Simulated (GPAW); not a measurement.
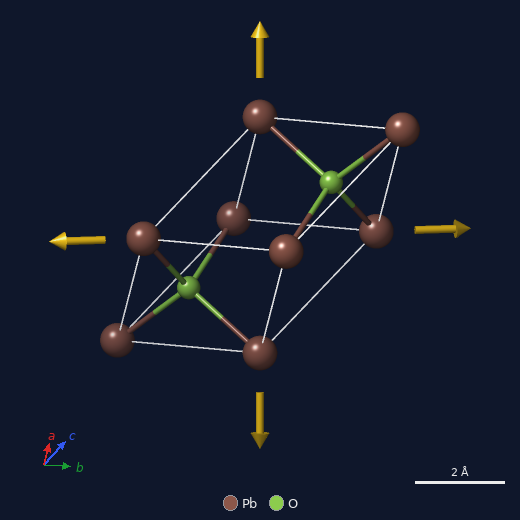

PbO2, fluorite (CaF₂ type), space group Fm-3m (No. 225). The run's cell of 3 atoms is drawn unstrained, with atoms on its boundary repeated; the arrows mark the Cartesian directions x and y, along which it is stretched or compressed while the other dimension is held. The atoms keep their fractional positions. The cell is a structure listed in the Materials Project. It needn't be the stable form of this composition.

Alike in all runs: GPAW 26.7.0; functional PBEsol; potentials PAW data sets generated in the run's folder for this functional; cutoff 800 eV; k mesh 9 × 9 × 9 on the run's cell of 3 atoms; occupations fermi-dirac, width 0.05 eV; no spin polarisation; no spin-orbit coupling. Stress is positive in compression, averaged over the directions named.

| strain (%) | ΔE (meV/atom) | stress along x/y (GPa) | stress across, z (GPa) |
| --- | --- | --- | --- |
| −4 | 3.5 | 9.30 | -2.64 |
| −2 | -11.4 | 0.17 | -5.14 |
| −1 | -8.7 | -3.69 | -6.18 |
| 0 | 0.0 | -7.11 | -7.11 |
| +1 | 14.1 | -10.13 | -7.94 |
| +2 | ? | ? | ? |
| +4 | 83.7 | -17.32 | -9.40 |

Question: How stiff is the crystal along the strain, and what belongs in the row left out?

Answer: The slope at zero strain is -332 GPa per unit strain, so the clamped-ion biaxial stiffness at fixed height (C11 + C12 in these axes where the plane is isotropic) is about 330 GPa. The fit puts the stress at +2 % at -12.99 GPa. The run gave -12.80 GPa along, -8.62 GPa across and ΔE = 32.9 meV/atom.

Question: At which strain does the stress along the strained direction vanish?

Answer: Near −1.9 %: the cell as given is stretched along it at this level of theory (-7.1 GPa), so the energy is least there and not at zero.

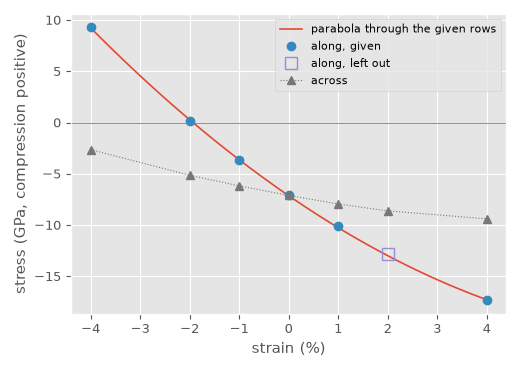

Stress against strain.

Caveat: the density grid can change from cell to cell, which puts small steps into energies and stress; the slope belongs to a cell under 7 GPa of tension, not to the crystal at rest; spin-orbit coupling is left out, which matters for Pb, in volumes and forces too.
